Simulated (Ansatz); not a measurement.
MgO: geometry relaxation (part 3 of 4)

Continued. System: MgO (slab, 24 atoms in the cell). Method: DFT PBE+D3(BJ), scalar-relativistic, plane waves, PAW, no spin polarisation (Ansatz 0.2.0); cutoff 420 eV, 3×3×1 k-mesh, Gaussian smearing of 0.05 eV. The structure derives from an entry of the Crystallography Open Database. The input holds or restrains some coordinates. Forces given for the steps count only the free coordinates. It belongs to a series of runs on one base structure; here: clean slab, lower planes held.

Geometry of the input (Å; fractional positions):
```
5.9506  0.0000  0.0000
-2.9753  5.1534  0.0000
0.0000  0.0000  22.0733
O  0.1667  0.3333  0.3624
O  0.1667  0.8333  0.3624
O  0.6667  0.3333  0.3624
O  0.6667  0.8333  0.3624
Mg 0.3333  0.1667  0.4175
Mg 0.3333  0.6667  0.4175
Mg 0.8333  0.1667  0.4175
Mg 0.8333  0.6667  0.4175
O  0.5000  0.5000  0.4725
O  0.5000  0.0000  0.4725
O  -0.0000  0.5000  0.4725
O  0.0000  0.0000  0.4725
Mg 0.6667  0.3333  0.5275
Mg 0.6667  0.8333  0.5275
Mg 0.1667  0.3333  0.5275
Mg 0.1667  0.8333  0.5275
O  0.8333  0.6667  0.5825
O  0.8333  0.1667  0.5825
O  0.3333  0.6667  0.5825
O  0.3333  0.1667  0.5825
Mg -0.0000  0.5000  0.6376
Mg 0.0000  0.0000  0.6376
Mg 0.5000  0.5000  0.6376
Mg 0.5000  0.0000  0.6376
```

### Output, continued
```
  k-point 0: bands = ["-77.4324", "-77.4268", "-77.4268", "-77.4268", "-76.4051", "-76.3992", "-76.3992", "-76.3992", "-74.4672", "-74.4613", "-74.4613", "-74.4613", "-44.2279", "-44.2279", "-44.2279", "-44.1817", "-44.1817", "-44.1817", "-44.1801", "-44.1697", "-44.1697", "-44.1697", "-44.1677", "-44.1677", "-43.1967", "-43.1967", "-43.1967", "-43.1753", "-43.1625", "-43.1625", "-43.1625", "-43.1468", "-43.1468", "-43.1468", "-43.1322", "-43.1322", "-41.2625", "-41.2625", "-41.2625", "-41.2250", "-41.2122", "-41.2122", "-41.2122", "-41.2121", "-41.2121", "-41.2121", "-41.1975", "-41.1975", "-21.3257", "-20.4365", "-20.4365", "-20.4365", "-20.1911", "-19.4457", "-19.4457", "-19.4457", "-17.1658", "-16.5656", "-16.5656", "-16.5656", "-8.5828", "-8.5828", "-8.5828", "-8.3008", "-7.7146", "-7.7146", "-7.7146", "-6.2824", "-6.2824", "-6.2824", "-6.0047", "-5.6115", "-5.6115", "-5.6115", "-5.3554", "-5.3554", "-5.3554", "-4.9420", "-4.9420", "-4.6458", "-4.6458", "-4.6458", "-3.9867", "-3.9867", "-3.4036", "-3.4036", "-3.4036", "-3.3465", "-2.0339", "-1.6453", "-1.6453", "-1.6453", "-1.4758", "-1.4758", "-1.4758", "-0.9637", "-0.9637", "0.3638", "0.3638", "0.3638", "1.3573", "1.6062", "1.6062", "1.6062", "2.8442", "3.5674", "4.6389", "4.9260", "4.9260", "4.9260", "5.5457", "5.5457", "5.5457", "6.6217", "6.6217", "6.6217", "6.6804", "6.9103", "7.3065", "7.3065"]
  k-point 1: bands = ["-77.4310", "-77.4282", "-77.4268", "-77.4268", "-76.4036", "-76.4007", "-76.3992", "-76.3992", "-74.4657", "-74.4628", "-74.4613", "-74.4613", "-44.2202", "-44.2202", "-44.2131", "-44.1894", "-44.1894", "-44.1837", "-44.1782", "-44.1766", "-44.1722", "-44.1712", "-44.1697", "-44.1697", "-43.1883", "-43.1883", "-43.1808", "-43.1722", "-43.1655", "-43.1626", "-43.1626", "-43.1551", "-43.1551", "-43.1483", "-43.1431", "-43.1358", "-41.2539", "-41.2539", "-41.2463", "-41.2219", "-41.2207", "-41.2207", "-41.2153", "-41.2138", "-41.2121", "-41.2121", "-41.2085", "-41.2012", "-21.1206", "-20.6776", "-20.4446", "-20.4446", "-20.0197", "-19.6488", "-19.4477", "-19.4477", "-17.0257", "-16.7265", "-16.5662", "-16.5662", "-8.1871", "-8.1871", "-7.9783", "-7.8869", "-7.4490", "-7.4213", "-7.4213", "-6.4443", "-6.4432", "-6.4432", "-6.4147", "-6.1477", "-6.1477", "-5.4826", "-5.4556", "-5.2779", "-5.2779", "-5.2751", "-5.1640", "-5.1640", "-5.1218", "-5.0263", "-4.4917", "-4.1631", "-3.1371", "-3.1371", "-2.9141", "-2.7561", "-1.8968", "-1.8945", "-1.8945", "-1.7337", "-1.7084", "-1.6043", "-1.6043", "-1.4047", "-1.3537", "-1.0981", "-0.0471", "-0.0471", "2.2747", "2.9761", "2.9761", "3.5090", "3.5487", "4.4729", "4.6176", "5.3095", "5.4010", "5.4474", "5.4474", "5.7880", "5.7880", "6.0855", "6.5490", "6.7162", "6.7162", "6.9243", "7.0694", "7.0694"]
  k-point 2: bands = ["-77.4289", "-77.4289", "-77.4289", "-77.4261", "-76.4014", "-76.4014", "-76.4014", "-76.3985", "-74.4635", "-74.4635", "-74.4635", "-74.4606", "-44.2119", "-44.2069", "-44.2028", "-44.2028", "-44.2028", "-44.1793", "-44.1793", "-44.1793", "-44.1734", "-44.1734", "-44.1734", "-44.1685", "-43.1782", "-43.1751", "-43.1702", "-43.1702", "-43.1702", "-43.1667", "-43.1667", "-43.1667", "-43.1610", "-43.1444", "-43.1444", "-43.1444", "-41.2424", "-41.2421", "-41.2351", "-41.2351", "-41.2351", "-41.2171", "-41.2171", "-41.2171", "-41.2106", "-41.2097", "-41.2097", "-41.2097", "-20.7946", "-20.7946", "-20.7946", "-20.3295", "-19.7460", "-19.7460", "-19.7460", "-19.3432", "-16.8041", "-16.8041", "-16.8041", "-16.4832", "-7.6515", "-7.5171", "-7.5171", "-7.5171", "-7.5152", "-7.3365", "-7.3365", "-7.3365", "-7.0593", "-6.3844", "-6.2129", "-6.2129", "-6.2129", "-5.8420", "-5.5715", "-5.5715", "-5.5715", "-5.2305", "-5.2305", "-5.2305", "-5.1569", "-4.6728", "-4.6728", "-4.6728", "-2.8087", "-2.6912", "-2.5194", "-2.5194", "-2.5194", "-1.8460", "-1.8460", "-1.8460", "-1.7398", "-1.7398", "-1.7398", "-1.5334", "-1.4575", "-1.4575", "-1.4575", "1.4752", "3.0966", "3.4113", "3.5597", "3.5597", "3.5597", "4.5839", "4.5839", "4.5839", "5.3694", "5.3694", "5.3694", "6.5596", "6.5596", "6.5596", "6.6291", "6.6959", "6.6959", "6.6959", "7.0544", "7.4102"]
--- Relaxed structure (5 steps of the walk, 5 accepted, 0 SCFs on fresh bases) ---
  F+E_penalty+E_count = -29912.95219609 eV   max|allowed force component| = 1.162e-2 eV/Å
  atoms:
    - { symbol: O, position: [0.16666666666666666, 0.33333333333333337, 0.3624284472] }
    - { symbol: O, position: [0.16666666666666663, 0.8333333333333334, 0.3624284472] }
    - { symbol: O, position: [0.6666666666666667, 0.33333333333333337, 0.3624284472] }
    - { symbol: O, position: [0.6666666666666666, 0.8333333333333334, 0.3624284472] }
    - { symbol: Mg, position: [0.33333333333333337, 0.16666666666666666, 0.41745706829999996] }
    - { symbol: Mg, position: [0.33333333333333337, 0.6666666666666666, 0.41745706829999996] }
    - { symbol: Mg, position: [0.8333333333333335, 0.16666666666666666, 0.41745706829999996] }
    - { symbol: Mg, position: [0.8333333333333335, 0.6666666666666666, 0.41745706829999996] }
    - { symbol: O, position: [0.5, 0.49999999999999994, 0.47248568939999996] }
    - { symbol: O, position: [0.5, 0.0, 0.47248568939999996] }
    - { symbol: O, position: [-2.7755575615628914e-17, 0.49999999999999994, 0.47248568939999996] }
    - { symbol: O, position: [0.0, 0.0, 0.47248568939999996] }
    - { symbol: Mg, position: [0.6666666666666667, 0.33333333333333337, 0.5232109987955595] }
    - { symbol: Mg, position: [0.6666666666666666, 0.8333333333333334, 0.5232109987955595] }
    - { symbol: Mg, position: [0.16666666666666666, 0.33333333333333337, 0.5232109987955595] }
    - { symbol: Mg, position: [0.16666666666666663, 0.8333333333333334, 0.5232109987955595] }
    - { symbol: O, position: [0.8333333333333335, 0.6666666666666666, 0.5848021604963226] }
    - { symbol: O, position: [0.8333333333333335, 0.16666666666666666, 0.5848021604963226] }
    - { symbol: O, position: [0.33333333333333337, 0.6666666666666666, 0.5848021604963226] }
    - { symbol: O, position: [0.33333333333333337, 0.16666666666666666, 0.5848021604963226] }
    - { symbol: Mg, position: [-2.7755575615628914e-17, 0.49999999999999994, 0.6362165258465305] }
    - { symbol: Mg, position: [-7.517614827018741e-19, -2.1478899505706912e-19, 0.6362165258465305] }
    - { symbol: Mg, position: [0.5, 0.49999999999999994, 0.6362165258465305] }
    - { symbol: Mg, position: [0.5, -2.1478899505703082e-19, 0.6362165258465305] }
```

### Trajectory as extended XYZ (Å, eV, eV/Å), 4 of the 5 frames kept, from step=1 to step=5
```
24
Lattice="5.9506 0.0000 0.0000 -2.9753 5.1534 0.0000 0.0000 0.0000 22.0733" Properties=species:S:1:pos:R:3:forces:R:3 step=1 energy=-29912.58169
O     0.0000    1.7178    8.0000    0.0000   0.0000   0.9571
O    -1.4877    4.2945    8.0000    0.0000   0.0000   0.9571
O     2.9753    1.7178    8.0000    0.0000   0.0000   0.9571
O     1.4877    4.2945    8.0000    0.0000   0.0000   0.9571
Mg    1.4877    0.8589    9.2147    0.0000   0.0000  -1.8171
Mg    0.0000    3.4356    9.2147    0.0000   0.0000  -1.8171
Mg    4.4630    0.8589    9.2147    0.0000   0.0000  -1.8171
Mg    2.9753    3.4356    9.2147    0.0000   0.0000  -1.8171
O     1.4877    2.5767   10.4293    0.0000   0.0000   1.5043
O     2.9753    0.0000   10.4293    0.0000   0.0000   1.5043
O    -1.4877    2.5767   10.4293    0.0000   0.0000   1.5043
O     0.0000    0.0000   10.4293    0.0000   0.0000   1.5043
Mg    2.9753    1.7178   11.6440    0.0000   0.0000  -1.4670
Mg    1.4877    4.2945   11.6440    0.0000   0.0000  -1.4670
Mg    0.0000    1.7178   11.6440    0.0000   0.0000  -1.4670
Mg   -1.4877    4.2945   11.6440    0.0000   0.0000  -1.4670
O     2.9753    3.4356   12.8587    0.0000   0.0000   0.9231
O     4.4630    0.8589   12.8587    0.0000   0.0000   0.9231
O     0.0000    3.4356   12.8587    0.0000   0.0000   0.9231
O     1.4877    0.8589   12.8587    0.0000   0.0000   0.9231
Mg   -1.4877    2.5767   14.0733    0.0000   0.0000  -0.1007
Mg    0.0000    0.0000   14.0733    0.0000   0.0000  -0.1007
Mg    1.4877    2.5767   14.0733    0.0000   0.0000  -0.1007
Mg    2.9753    0.0000   14.0733    0.0000   0.0000  -0.1007
24
Lattice="5.9506 0.0000 0.0000 -2.9753 5.1534 0.0000 0.0000 0.0000 22.0733" Properties=species:S:1:pos:R:3:forces:R:3 step=2 energy=-29912.78404
O     0.0000    1.7178    8.0000    0.0000   0.0000   1.0434
O    -1.4877    4.2945    8.0000    0.0000   0.0000   1.0434
O     2.9753    1.7178    8.0000    0.0000   0.0000   1.0434
O     1.4877    4.2945    8.0000    0.0000   0.0000   1.0434
Mg    1.4877    0.8589    9.2147    0.0000   0.0000  -2.0918
Mg    0.0000    3.4356    9.2147    0.0000   0.0000  -2.0918
Mg    4.4630    0.8589    9.2147    0.0000   0.0000  -2.0918
Mg    2.9753    3.4356    9.2147    0.0000   0.0000  -2.0918
O     1.4877    2.5767   10.4293    0.0000   0.0000   1.4188
O     2.9753    0.0000   10.4293    0.0000   0.0000   1.4188
O    -1.4877    2.5767   10.4293    0.0000   0.0000   1.4188
O     0.0000    0.0000   10.4293    0.0000   0.0000   1.4188
Mg    2.9753    1.7178   11.6072    0.0000   0.0000  -0.8366
Mg    1.4877    4.2945   11.6072    0.0000   0.0000  -0.8366
Mg    0.0000    1.7178   11.6072    0.0000   0.0000  -0.8366
Mg   -1.4877    4.2945   11.6072    0.0000   0.0000  -0.8366
O     2.9753    3.4356   12.8692    0.0000   0.0000   0.7210
O     4.4630    0.8589   12.8692    0.0000   0.0000   0.7210
O     0.0000    3.4356   12.8692    0.0000   0.0000   0.7210
O     1.4877    0.8589   12.8692    0.0000   0.0000   0.7210
Mg   -1.4877    2.5767   14.0754    0.0000   0.0000  -0.2535
Mg    0.0000    0.0000   14.0754    0.0000   0.0000  -0.2535
Mg    1.4877    2.5767   14.0754    0.0000   0.0000  -0.2535
Mg    2.9753    0.0000   14.0754    0.0000   0.0000  -0.2535
24
Lattice="5.9506 0.0000 0.0000 -2.9753 5.1534 0.0000 0.0000 0.0000 22.0733" Properties=species:S:1:pos:R:3:forces:R:3 step=4 energy=-29912.95163
O     0.0000    1.7178    8.0000    0.0000   0.0000   1.3062
O    -1.4877    4.2945    8.0000    0.0000   0.0000   1.3062
O     2.9753    1.7178    8.0000    0.0000   0.0000   1.3062
O     1.4877    4.2945    8.0000    0.0000   0.0000   1.3062
Mg    1.4877    0.8589    9.2147    0.0000   0.0000  -2.7616
Mg    0.0000    3.4356    9.2147    0.0000   0.0000  -2.7616
Mg    4.4630    0.8589    9.2147    0.0000   0.0000  -2.7616
Mg    2.9753    3.4356    9.2147    0.0000   0.0000  -2.7616
O     1.4877    2.5767   10.4293    0.0000   0.0000   1.4237
O     2.9753    0.0000   10.4293    0.0000   0.0000   1.4237
O    -1.4877    2.5767   10.4293    0.0000   0.0000   1.4237
O     0.0000    0.0000   10.4293    0.0000   0.0000   1.4237
Mg    2.9753    1.7178   11.5446    0.0000   0.0000  -0.0088
Mg    1.4877    4.2945   11.5446    0.0000   0.0000  -0.0088
Mg    0.0000    1.7178   11.5446    0.0000   0.0000  -0.0088
Mg   -1.4877    4.2945   11.5446    0.0000   0.0000  -0.0088
O     2.9753    3.4356   12.8990    0.0000   0.0000  -0.0005
O     4.4630    0.8589   12.8990    0.0000   0.0000  -0.0005
O     0.0000    3.4356   12.8990    0.0000   0.0000  -0.0005
O     1.4877    0.8589   12.8990    0.0000   0.0000  -0.0005
Mg   -1.4877    2.5767   14.0297    0.0000   0.0000   0.0411
Mg    0.0000    0.0000   14.0297    0.0000   0.0000   0.0411
Mg    1.4877    2.5767   14.0297    0.0000   0.0000   0.0411
Mg    2.9753    0.0000   14.0297    0.0000   0.0000   0.0411
24
Lattice="5.9506 0.0000 0.0000 -2.9753 5.1534 0.0000 0.0000 0.0000 22.0733" Properties=species:S:1:pos:R:3:forces:R:3 step=5 energy=-29912.95220
O     0.0000    1.7178    8.0000    0.0000   0.0000   1.2998
O    -1.4877    4.2945    8.0000    0.0000   0.0000   1.2998
O     2.9753    1.7178    8.0000    0.0000   0.0000   1.2998
O     1.4877    4.2945    8.0000    0.0000   0.0000   1.2998
Mg    1.4877    0.8589    9.2147    0.0000   0.0000  -2.7390
Mg    0.0000    3.4356    9.2147    0.0000   0.0000  -2.7390
Mg    4.4630    0.8589    9.2147    0.0000   0.0000  -2.7390
Mg    2.9753    3.4356    9.2147    0.0000   0.0000  -2.7390
O     1.4877    2.5767   10.4293    0.0000   0.0000   1.4565
O     2.9753    0.0000   10.4293    0.0000   0.0000   1.4565
O    -1.4877    2.5767   10.4293    0.0000   0.0000   1.4565
O     0.0000    0.0000   10.4293    0.0000   0.0000   1.4565
Mg    2.9753    1.7178   11.5490    0.0000   0.0000   0.0046
Mg    1.4877    4.2945   11.5490    0.0000   0.0000   0.0046
Mg    0.0000    1.7178   11.5490    0.0000   0.0000   0.0046
Mg   -1.4877    4.2945   11.5490    0.0000   0.0000   0.0046
O     2.9753    3.4356   12.9085    0.0000   0.0000  -0.0103
O     4.4630    0.8589   12.9085    0.0000   0.0000  -0.0103
O     0.0000    3.4356   12.9085    0.0000   0.0000  -0.0103
O     1.4877    0.8589   12.9085    0.0000   0.0000  -0.0103
Mg   -1.4877    2.5767   14.0434    0.0000   0.0000  -0.0116
Mg    0.0000    0.0000   14.0434    0.0000   0.0000  -0.0116
Mg    1.4877    2.5767   14.0434    0.0000   0.0000  -0.0116
Mg    2.9753    0.0000   14.0434    0.0000   0.0000  -0.0116
```

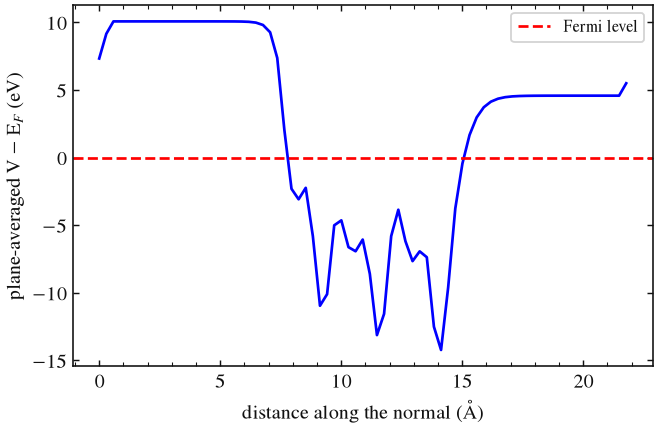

*Plane average of the electrostatic potential energy of an electron across the cell, from the Fermi level.*

The vacuum level lies 4.58 eV above the Fermi level on the upper side and 10.07 eV on the lower.

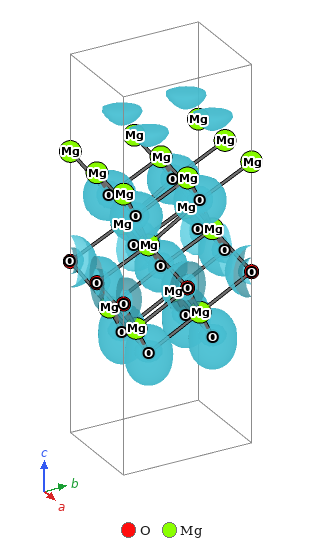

*Isosurface of the ELF at 0.75 (cyan), seen slightly off an axis. Core shells and regions of very low density are left out. Sticks mark near contacts.*

Values along the shortest contacts: Mg–O (2.05 Å): the ELF is about 0.35 at the midpoint; a polar contact without a shared pair, in a metal. Mg–O (2.10 Å): the ELF is about 0.30 at the midpoint (no shared pair; the contact is polar). Core electrons are frozen (PAW), so the fields are smoothed inside the atomic spheres.

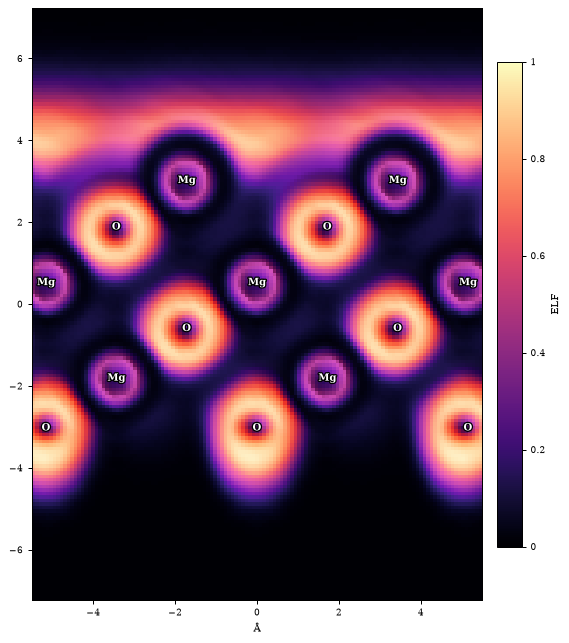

*Electron localisation function on the (110) plane of the calculation cell, a cut from vacuum to vacuum.*

Mg–O (2.05 Å): the ELF is about 0.35 at the midpoint; no shared pair; the contact is polar. Mg–O (2.10 Å): the ELF is about 0.30 at the midpoint (a polar contact without a shared pair, in a metal). Mg–O (2.19 Å): the ELF is about 0.30 at the midpoint (no shared pair; the contact is polar).

This output came from the following input.
